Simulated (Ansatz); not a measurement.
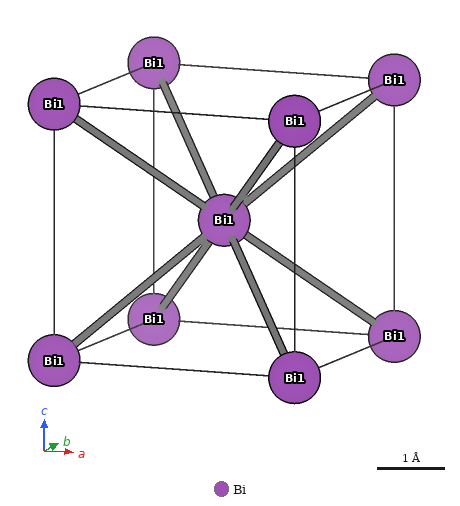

The starting point is a symmetric starting cell of Bi (made from another compound by putting Bi in place of Sb). A ball-and-stick model of the conventional cell (2 times the calculation's cell), seen slightly off an axis. Lengths and directions refer to the drawn axes.

The calculation used DFT PBE, scalar-relativistic, plane waves, PAW (Ansatz 0.2.0). Set-up: plane-wave cutoff 420 eV; k-point mesh 14 × 14 × 14; occupations gaussian; smearing width 0.1 eV; no spin polarisation.

Change: All lengths are scaled by +3.4 % (volume +10.5 %), the atoms keeping their fractional coordinates. No relaxation follows. The starting cell wasn't computed here and needn't be at equilibrium, so pressure and forces aren't due to the change alone.

The input:
```yaml
crystal:
  lattice:
    - [-2.009710147, 2.009710147, 2.009710147]
    - [2.009710147, -2.009710147, 2.009710147]
    - [2.009710147, 2.009710147, -2.009710147]
  atoms:
    - { symbol: Bi, position: [0.0, 0.0, 0.0] }
basis:
  ecutwfc: 420
kpoints:
  mp_grid: { grid: [14, 14, 14] }
hamiltonian:
  xc: pbe
scf:
  occupations: { method: gaussian, width: 0.1 }
output:
  forces: true
  stress: true
  eigenvalues: true
  populations: true
```

Launched with:
```bash
ansatz run input.yaml --threads 1 --pin off --max-ram 1331MiB --backend cpu --events-out ev --progress --plain --runs-dir out
```

What does the calculation give for the changed structure?

The pressure is −1.4 GPa (not all of it need come from the change, since the unchanged cell can be under pressure at this level too). All forces vanish by symmetry. Near-neighbour distances before and after: Bi–Bi 3.367 → 3.481 Å. The space group stays Im-3m (No. 229).

Drawn alike, the variant:

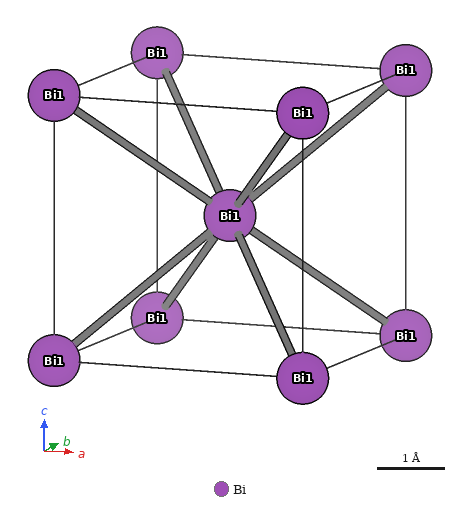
